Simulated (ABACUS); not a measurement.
Band-structure run, with input and output: Pd (part 3 of 3)

Continued. System: Pd (Fm-3m, 1 atom in the cell). Method: Kohn-Sham DFT of a periodic cell, r2SCAN, SG15 ONCV 1.2 PBE, no spin polarisation (ABACUS 3.10.1); cutoff 1360.57 eV, 9×9×9 k-mesh, fermi-dirac of 0.05 eV. The structure derives from an entry of the Crystallography Open Database.

Geometry of the input (Å; fractional positions):
```
0.0000  1.9465  1.9465
1.9465  0.0000  1.9465
1.9465  1.9465  0.0000
Pd 0.0000  0.0000  0.0000
```

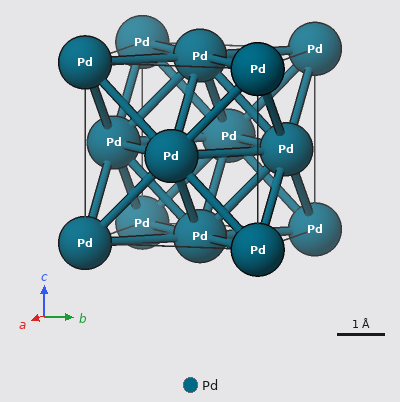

Figure 1. The structure (ball-and-stick view of the cell 4 times as large as that of the calculation, set on its symmetry axes, seen slightly off an axis).

## File Pd.cif
```
data_Pd
_cell_length_a 3.89300000
_cell_length_b 3.89300000
_cell_length_c 3.89300000
_cell_angle_alpha 90.00000000
_cell_angle_beta 90.00000000
_cell_angle_gamma 90.00000000
_space_group_name_H-M_alt 'Fm-3m'
_space_group_name_Hall '-F 4 2 3'
_space_group_IT_number 225
loop_
_space_group_symop_operation_xyz
'x,y,z'
'-x,-y,-z'
'-y,x,z'
'y,-x,-z'
'-x,-y,z'
'x,y,-z'
'y,-x,z'
'-y,x,-z'
'x,-y,-z'
'-x,y,z'
'-y,-x,-z'
'y,x,z'
'-x,y,-z'
'x,-y,z'
'y,x,-z'
'-y,-x,z'
'z,x,y'
'-z,-x,-y'
'z,-y,x'
'-z,y,-x'
'z,-x,-y'
'-z,x,y'
'z,y,-x'
'-z,-y,x'
'-z,x,-y'
'z,-x,y'
'-z,-y,-x'
'z,y,x'
'-z,-x,y'
'z,x,-y'
'-z,y,x'
'z,-y,-x'
'y,z,x'
'-y,-z,-x'
'x,z,-y'
'-x,-z,y'
'-y,z,-x'
'y,-z,x'
'-x,z,y'
'x,-z,-y'
'-y,-z,x'
'y,z,-x'
'-x,-z,-y'
'x,z,y'
'y,-z,-x'
'-y,z,x'
'x,-z,y'
'-x,z,-y'
'x,y+1/2,z+1/2'
'-x,-y+1/2,-z+1/2'
'-y,x+1/2,z+1/2'
'y,-x+1/2,-z+1/2'
'-x,-y+1/2,z+1/2'
'x,y+1/2,-z+1/2'
'y,-x+1/2,z+1/2'
'-y,x+1/2,-z+1/2'
'x,-y+1/2,-z+1/2'
'-x,y+1/2,z+1/2'
'-y,-x+1/2,-z+1/2'
'y,x+1/2,z+1/2'
'-x,y+1/2,-z+1/2'
'x,-y+1/2,z+1/2'
'y,x+1/2,-z+1/2'
'-y,-x+1/2,z+1/2'
'z,x+1/2,y+1/2'
'-z,-x+1/2,-y+1/2'
'z,-y+1/2,x+1/2'
'-z,y+1/2,-x+1/2'
'z,-x+1/2,-y+1/2'
'-z,x+1/2,y+1/2'
'z,y+1/2,-x+1/2'
'-z,-y+1/2,x+1/2'
'-z,x+1/2,-y+1/2'
'z,-x+1/2,y+1/2'
'-z,-y+1/2,-x+1/2'
'z,y+1/2,x+1/2'
'-z,-x+1/2,y+1/2'
'z,x+1/2,-y+1/2'
'-z,y+1/2,x+1/2'
'z,-y+1/2,-x+1/2'
'y,z+1/2,x+1/2'
'-y,-z+1/2,-x+1/2'
'x,z+1/2,-y+1/2'
'-x,-z+1/2,y+1/2'
'-y,z+1/2,-x+1/2'
'y,-z+1/2,x+1/2'
'-x,z+1/2,y+1/2'
'x,-z+1/2,-y+1/2'
'-y,-z+1/2,x+1/2'
'y,z+1/2,-x+1/2'
'-x,-z+1/2,-y+1/2'
'x,z+1/2,y+1/2'
'y,-z+1/2,-x+1/2'
'-y,z+1/2,x+1/2'
'x,-z+1/2,y+1/2'
'-x,z+1/2,-y+1/2'
'x+1/2,y,z+1/2'
'-x+1/2,-y,-z+1/2'
'-y+1/2,x,z+1/2'
'y+1/2,-x,-z+1/2'
'-x+1/2,-y,z+1/2'
'x+1/2,y,-z+1/2'
'y+1/2,-x,z+1/2'
'-y+1/2,x,-z+1/2'
'x+1/2,-y,-z+1/2'
'-x+1/2,y,z+1/2'
'-y+1/2,-x,-z+1/2'
'y+1/2,x,z+1/2'
'-x+1/2,y,-z+1/2'
'x+1/2,-y,z+1/2'
'y+1/2,x,-z+1/2'
'-y+1/2,-x,z+1/2'
'z+1/2,x,y+1/2'
'-z+1/2,-x,-y+1/2'
'z+1/2,-y,x+1/2'
'-z+1/2,y,-x+1/2'
'z+1/2,-x,-y+1/2'
'-z+1/2,x,y+1/2'
'z+1/2,y,-x+1/2'
'-z+1/2,-y,x+1/2'
'-z+1/2,x,-y+1/2'
'z+1/2,-x,y+1/2'
'-z+1/2,-y,-x+1/2'
'z+1/2,y,x+1/2'
'-z+1/2,-x,y+1/2'
'z+1/2,x,-y+1/2'
'-z+1/2,y,x+1/2'
'z+1/2,-y,-x+1/2'
'y+1/2,z,x+1/2'
'-y+1/2,-z,-x+1/2'
'x+1/2,z,-y+1/2'
'-x+1/2,-z,y+1/2'
'-y+1/2,z,-x+1/2'
'y+1/2,-z,x+1/2'
'-x+1/2,z,y+1/2'
'x+1/2,-z,-y+1/2'
'-y+1/2,-z,x+1/2'
'y+1/2,z,-x+1/2'
'-x+1/2,-z,-y+1/2'
'x+1/2,z,y+1/2'
'y+1/2,-z,-x+1/2'
'-y+1/2,z,x+1/2'
'x+1/2,-z,y+1/2'
'-x+1/2,z,-y+1/2'
'x+1/2,y+1/2,z'
'-x+1/2,-y+1/2,-z'
'-y+1/2,x+1/2,z'
'y+1/2,-x+1/2,-z'
'-x+1/2,-y+1/2,z'
'x+1/2,y+1/2,-z'
'y+1/2,-x+1/2,z'
'-y+1/2,x+1/2,-z'
'x+1/2,-y+1/2,-z'
'-x+1/2,y+1/2,z'
'-y+1/2,-x+1/2,-z'
'y+1/2,x+1/2,z'
'-x+1/2,y+1/2,-z'
'x+1/2,-y+1/2,z'
'y+1/2,x+1/2,-z'
'-y+1/2,-x+1/2,z'
'z+1/2,x+1/2,y'
'-z+1/2,-x+1/2,-y'
'z+1/2,-y+1/2,x'
'-z+1/2,y+1/2,-x'
'z+1/2,-x+1/2,-y'
'-z+1/2,x+1/2,y'
'z+1/2,y+1/2,-x'
'-z+1/2,-y+1/2,x'
'-z+1/2,x+1/2,-y'
'z+1/2,-x+1/2,y'
'-z+1/2,-y+1/2,-x'
'z+1/2,y+1/2,x'
'-z+1/2,-x+1/2,y'
'z+1/2,x+1/2,-y'
'-z+1/2,y+1/2,x'
'z+1/2,-y+1/2,-x'
'y+1/2,z+1/2,x'
'-y+1/2,-z+1/2,-x'
'x+1/2,z+1/2,-y'
'-x+1/2,-z+1/2,y'
'-y+1/2,z+1/2,-x'
'y+1/2,-z+1/2,x'
'-x+1/2,z+1/2,y'
'x+1/2,-z+1/2,-y'
'-y+1/2,-z+1/2,x'
'y+1/2,z+1/2,-x'
'-x+1/2,-z+1/2,-y'
'x+1/2,z+1/2,y'
'y+1/2,-z+1/2,-x'
'-y+1/2,z+1/2,x'
'x+1/2,-z+1/2,y'
'-x+1/2,z+1/2,-y'
loop_
_atom_site_label
_atom_site_type_symbol
_atom_site_symmetry_multiplicity
_atom_site_Wyckoff_symbol
_atom_site_fract_x
_atom_site_fract_y
_atom_site_fract_z
_atom_site_occupancy
Pd1 Pd 4 a 0.0000000000 0.0000000000 0.0000000000 1
```

## File INPUT
```
INPUT_PARAMETERS
suffix              Pd
calculation         scf
basis_type          lcao
pseudo_dir          ./
orbital_dir         ./
symmetry            1
dft_functional      MGGA_X_R2SCAN+MGGA_C_R2SCAN
ecutwfc             100
pseudo_rcut         10
nspin               1
nbands              19
ks_solver           genelpa
smearing_method     fd
smearing_sigma      0.00367493
scf_thr             1e-07
scf_nmax            100
mixing_type         broyden
mixing_beta         0.7
cal_force           1
cal_stress          1
mixing_tau          1
out_mul             1
out_chg             1
out_pot             2
out_elf             1
```

## File STRU
```
ATOMIC_SPECIES
Pd 106.4200 Pd_ONCV_PBE-1.2.upf

NUMERICAL_ORBITAL
Pd_confined-atom_7au_2s2p2d1f.orb

LATTICE_CONSTANT
1.8897261258

LATTICE_VECTORS
0.0000000000 1.9465000000 1.9465000000
1.9465000000 0.0000000000 1.9465000000
1.9465000000 1.9465000000 0.0000000000

ATOMIC_POSITIONS
Direct

Pd
0.0
1
0.0000000000 0.0000000000 -0.0000000000 1 1 1
```

## File KPT
```
K_POINTS
0
Gamma
9 9 9 0 0 0
```

Launched with:
```bash
OMP_NUM_THREADS=1 python run_abacus.py > log
```

## Key numbers

```json
{"quantity": "outcome", "value": "converged"}
{"quantity": "space group (tolerance 0.01 Å)", "value": "Fm-3m (225)"}
{"quantity": "electrons treated", "value": "18"}
{"quantity": "free energy", "value": "−3446.8969 eV"}
{"quantity": "Fermi energy of the self-consistent step", "value": "20.204 eV"}
{"quantity": "gap on the k-point mesh", "value": "none (metallic)"}
{"quantity": "pressure", "value": "−8.75 GPa"}
{"quantity": "largest force (length of the vector)", "value": "under 0.001 eV/Å"}
{"quantity": "hardware", "value": "4 threads of Intel Xeon (Sapphire Rapids), 16 GiB of memory available, shared host"}
{"quantity": "wall time", "value": "15 s (CPU time 58 s)"}
{"quantity": "peak memory", "value": "0.36 GiB"}
```

Points of doubt noted for this run: home made orbitals. The cell is under a tension of 8.8 GPa at this level, so it is not at its equilibrium volume.
